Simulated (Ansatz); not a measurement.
HC16 (cell charge +1, with a compensating background) (cell with a defect)

Input

```
crystal:
  lattice:
    - [0.0, 3.57, 3.57]
    - [3.57, 0.0, 3.57]
    - [3.57, 3.57, 0.0]
  atoms:
    - { symbol: C, position: [0.0, 0.0, 0.0] }
    - { symbol: C, position: [0.125, 0.125, 0.125] }
    - { symbol: C, position: [0.0, 0.0, 0.5] }
    - { symbol: C, position: [0.125, 0.125, 0.625] }
    - { symbol: C, position: [0.0, 0.5, 0.0] }
    - { symbol: C, position: [0.125, 0.625, 0.125] }
    - { symbol: C, position: [0.0, 0.5, 0.5] }
    - { symbol: C, position: [0.125, 0.625, 0.625] }
    - { symbol: C, position: [0.5, 0.0, 0.0] }
    - { symbol: C, position: [0.625, 0.125, 0.125] }
    - { symbol: C, position: [0.5, 0.0, 0.5] }
    - { symbol: C, position: [0.625, 0.125, 0.625] }
    - { symbol: C, position: [0.5, 0.5, 0.0] }
    - { symbol: C, position: [0.625, 0.625, 0.125] }
    - { symbol: C, position: [0.5, 0.5, 0.5] }
    - { symbol: C, position: [0.625, 0.625, 0.625] }
    - { symbol: H, position: [0.82361188, 0.30475975, 1.07572067] }
total_charge: 1
basis:
  ecutwfc: 420.0
kpoints:
  mp_grid: { grid: [3, 3, 3] }
hamiltonian:
  xc: pbe
  dispersion: d3bj
scf:
  occupations: { method: gaussian, width: 0.05 }
  lower_state_search: "off"
relax:
  f_tol: 0.03
  max_steps: 60
  adjacent_minimum: "off"
output:
  write_density: true
  write_potential: true
  elf: true
  volumetric_format: npy
```

Command:

```sh
ansatz run input.yaml --threads 1 --pin off --max-ram 3072MiB --backend cpu --events-out ev --progress --plain --runs-dir out
```

The fields are those of the relaxed geometry.

Level of theory: DFT PBE-D3(BJ), scalar-relativistic, plane waves, PAW in Ansatz 0.2.0.

What can the converged valence pseudo-density and electron localisation function tell about the bonding?

C–H (1.18 Å): ρ at the midpoint is about 1.4 e/Å³; the ELF climbs to about 0.95 towards the hydrogen, as it does in any bond to H; an ordinary covalent bond to hydrogen.

Does the calculation make it a metal, or give it a gap?

It is gapped, with a Kohn–Sham gap of 2.6 eV on the k-point mesh (the band edges may lie off the mesh, which would make the gap smaller).

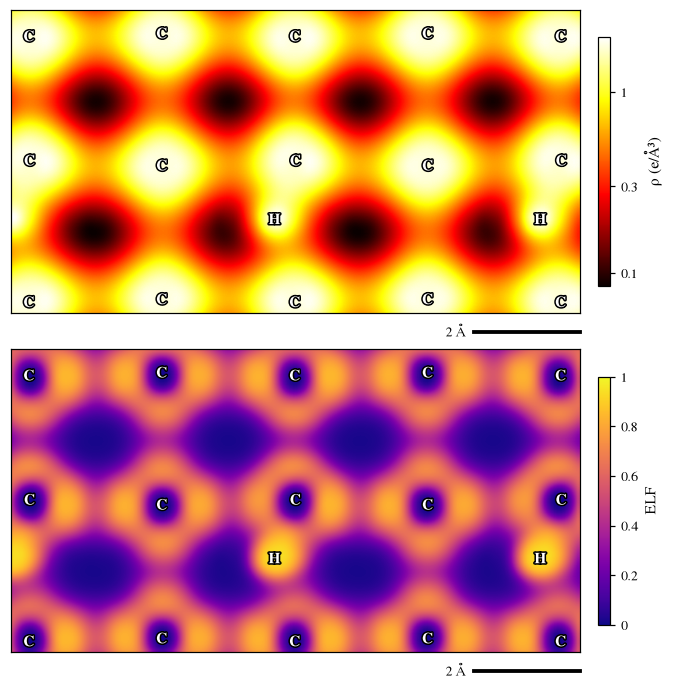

Computed valence pseudo-density and electron localisation function on the (110) plane of the calculation cell, in this order. Atoms just off the plane (C, 0.8 Å away) can leave unmarked features too.

The density is the valence pseudo-density of a PAW calculation; it isn't the true density close to the nuclei.
